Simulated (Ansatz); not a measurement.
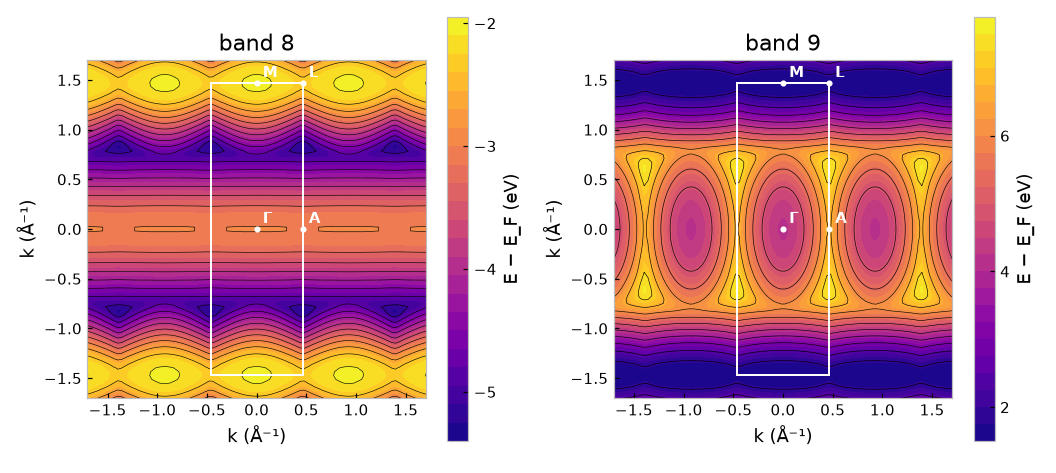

Two bands of C (P6_3mc) over the plane through Γ, A and M: the highest mostly filled and the lowest mostly empty one.

These are results of DFT PBE, scalar-relativistic, plane waves, PAW; levels and slopes on a dense k mesh at the converged density in Ansatz, not measurements. No spin polarisation. Mesh 42×42×12, interpolated with the band slopes. Cell and positions as given, without relaxation (largest force 0.6 eV/Å).

**Give both levels and their distance at the named points.**

```tsv
point	lower band (eV)	upper band (eV)	distance (eV)
Γ	−2.99	4.20	7.19
A	−3.00	6.74	9.74
M	−2.07	1.51	3.58
L	−2.34	1.65	4.00
```

**Is there a gap?**

No gap shows on this mesh: the two bands touch on the H–K line, at the Fermi level, so the Fermi surface shrinks to points.
